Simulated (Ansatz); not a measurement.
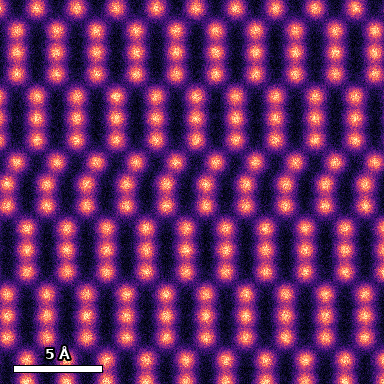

Integrated-DPC-like image of Rh (P6/mmm, No. 191) along [101]. Simulated as the projected potential of neutral atoms (B = 0.5 Å²) blurred by a 0.66 Å probe, the thin-sample limit of integrated differential phase contrast. Shot noise was added.

One planar defect was built into the perfect crystal by geometry alone, without relaxation. Host structure: the end point of a relaxation with DFT, revPBE, plane waves (420 eV) with PAW, scalar-relativistic (Ansatz 0.2.0); the starting structure was generated, so it need not be a known form of this composition.

> Find the planar defect and say what kind it is.

A planar fault (a stacking fault) runs horizontally about 10 Å below the top edge. The part above it is shifted along the boundary by 1/4 of the 2.28 Å repeat of the rows (0.6 Å to the right, the same as 1.7 Å to the left); both parts keep the same orientation.
